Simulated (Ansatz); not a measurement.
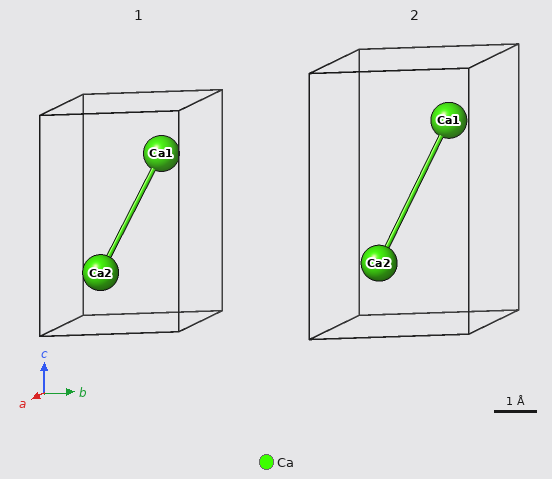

Two geometries of crystalline Ca (a generated structure, set up in P6_3/mmc) (coarse preliminary run), drawn at one scale. One is the start of a relaxation, the other its converged end. Style: ball-and-stick. Shown: the cell of the calculation, slightly off an axis.

Level of theory: DFT PBE, scalar-relativistic, plane waves, PAW (Ansatz 0.2.0). Settings: plane-wave cutoff 420 eV; k-point mesh 6 × 6 × 4; occupations gaussian; smearing width 0.1 eV; no spin polarisation; cell and atoms relaxed; force threshold 0.05 eV/Å; at most 60 steps.

Which one is relaxed?

Structure 2 is the relaxed one. Case: Be → Ca on all its sites, cell and atoms relaxed. The energy falls by 581 meV per atom in 5 accepted moves (7 points after the start). All forces vanish by symmetry, so only the cell relaxes. Pressure: 15.66 GPa at the start and 0.03 GPa at the end. The SCF was repeated twice at an unchanged geometry on a basis and grid sized afresh for the cell, which shifted the energy by 7.7 meV per atom at most. The atoms keep their places relative to the cell (all moves are under 0.005 Å). The volume changes by +58.0 %, with a = b 3.400 → 3.895 Å (+14.6 %), c 5.344 → 6.432 Å (+20.4 %). Among the contacts that change: Ca1–Ca2 3.316 → 3.924 Å, Ca1–Ca1 3.400 → 3.895 Å. The space group stays P6_3/mmc (No. 194).
